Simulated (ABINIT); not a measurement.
Run report: GaN, geometry relaxation (part 4 of 4)

Continued. System: GaN (P6₃mc, 4 atoms in the cell). Method: Kohn-Sham DFT of a periodic cell, LDA, PseudoDojo NC SR LDA v0.4.1 standard, no spin polarisation (ABINIT 10.8.3); cutoff 1142.88 eV, 8×8×4 k-mesh, fermi-dirac of 0.05 eV. The structure derives from an entry of the Crystallography Open Database.

Geometry of the input (Å; fractional positions):
```
3.1800  0.0000  0.0000
-1.5900  2.7540  0.0000
0.0000  0.0000  5.1660
Ga 0.3333  0.6667  0.0000
Ga 0.6667  0.3333  0.5000
N  0.3333  0.6667  0.3750
N  0.6667  0.3333  0.8750
```

**Trajectory as extended XYZ, continued**
```
4
Lattice="3.1490 0.0000 0.0000 -1.5745 2.7271 0.0000 0.0000 0.0000 5.1345" Properties=species:S:1:pos:R:3:forces:R:3 step=3 energy=-4722.53634
Ga    0.0000    1.8181   -0.0026    0.0000   0.0000  -0.0226
Ga    1.5745    0.9090    2.5646    0.0000   0.0000  -0.0226
N     0.0000    1.8181    1.9280    0.0000   0.0000   0.0226
N     1.5745    0.9090    4.4953    0.0000   0.0000   0.0226
4
Lattice="3.1502 0.0000 0.0000 -1.5751 2.7282 0.0000 0.0000 0.0000 5.1363" Properties=species:S:1:pos:R:3:forces:R:3 step=4 energy=-4722.53642
Ga    0.0000    1.8188   -0.0036    0.0000   0.0000   0.0003
Ga    1.5751    0.9094    2.5646    0.0000   0.0000   0.0003
N     0.0000    1.8188    1.9297    0.0000   0.0000  -0.0003
N     1.5751    0.9094    4.4978    0.0000   0.0000  -0.0003
4
Lattice="3.1502 0.0000 0.0000 -1.5751 2.7282 0.0000 0.0000 0.0000 5.1361" Properties=species:S:1:pos:R:3:forces:R:3 step=5 energy=-4722.53642
Ga    0.0000    1.8188   -0.0036    0.0000   0.0000  -0.0002
Ga    1.5751    0.9094    2.5645    0.0000   0.0000  -0.0002
N     0.0000    1.8188    1.9296    0.0000   0.0000   0.0002
N     1.5751    0.9094    4.4977    0.0000   0.0000   0.0002
4
Lattice="3.1503 0.0000 0.0000 -1.5751 2.7282 0.0000 0.0000 0.0000 5.1358" Properties=species:S:1:pos:R:3:forces:R:3 step=6 energy=-4722.53642
Ga    0.0000    1.8188   -0.0036    0.0000   0.0000  -0.0004
Ga    1.5751    0.9094    2.5643    0.0000   0.0000  -0.0004
N     0.0000    1.8188    1.9295    0.0000   0.0000   0.0004
N     1.5751    0.9094    4.4974    0.0000   0.0000   0.0004
```

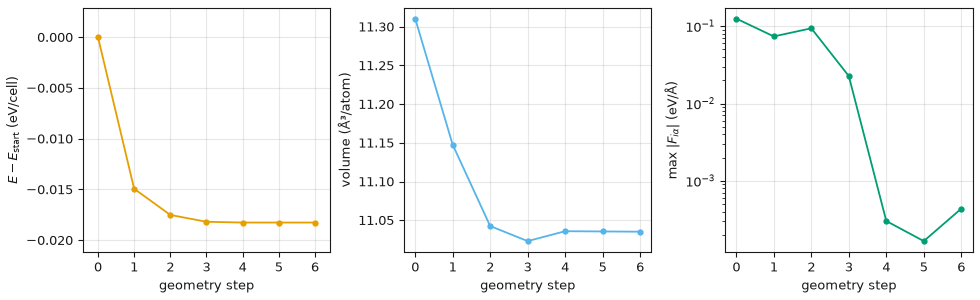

*Progress of the relaxation, step by step (steps are counted from 0).*

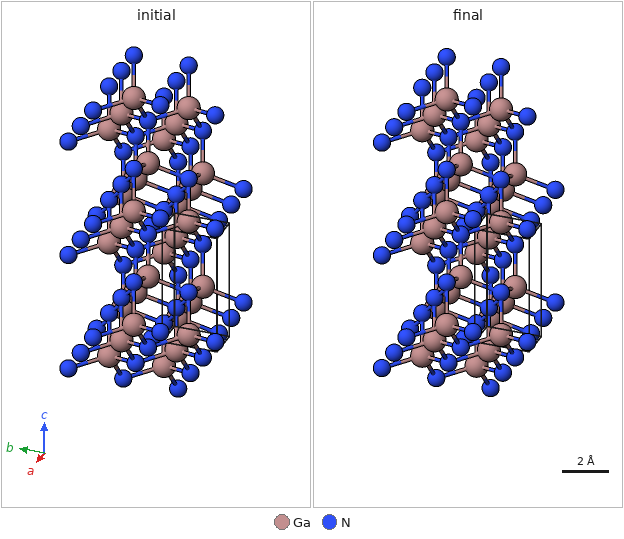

*Before (left) and after (right) the relaxation, at one scale (ball-and-stick view of the cell of the calculation, repeated 3 × 2 × 2, with bonded neighbours outside it, seen at an oblique angle).*

After 6 geometry steps the energy has fallen by 18.3 meV per cell of the calculation. Largest force component: 0.13 eV/Å at the start, 0.00044 eV/Å at the end. The atoms keep their places relative to the cell (all moves are under 0.005 Å). The volume changes by −2.4 %, with a = b 3.180 → 3.150 Å (−0.9 %), c 5.166 → 5.136 Å (−0.6 %). Distances before and after: Ga1–N4 1.946 → 1.926 Å, Ga1–N3 1.937 → 1.933 Å. The space group stays P6_3mc (No. 186). (Atoms are counted from 1 in the order of the input.)

**Summary**

```tsv
quantity	value
outcome	converged
space group (tolerance 0.01 Å)	P6₃mc (186)
electrons treated	36
free energy	−4722.5364 eV
Fermi energy	6.493 eV
gap on the k-point mesh	2.18 eV
pressure	0.00 GPa
final volume	44.14 Å³
largest force (length of the vector) at the end	under 0.001 eV/Å
final cell	a = 3.150 Å, b = 3.150 Å, c = 5.136 Å, α = 90.00°, β = 90.00°, γ = 120.00°
wall time	16 min
peak memory	0.13 GiB
```
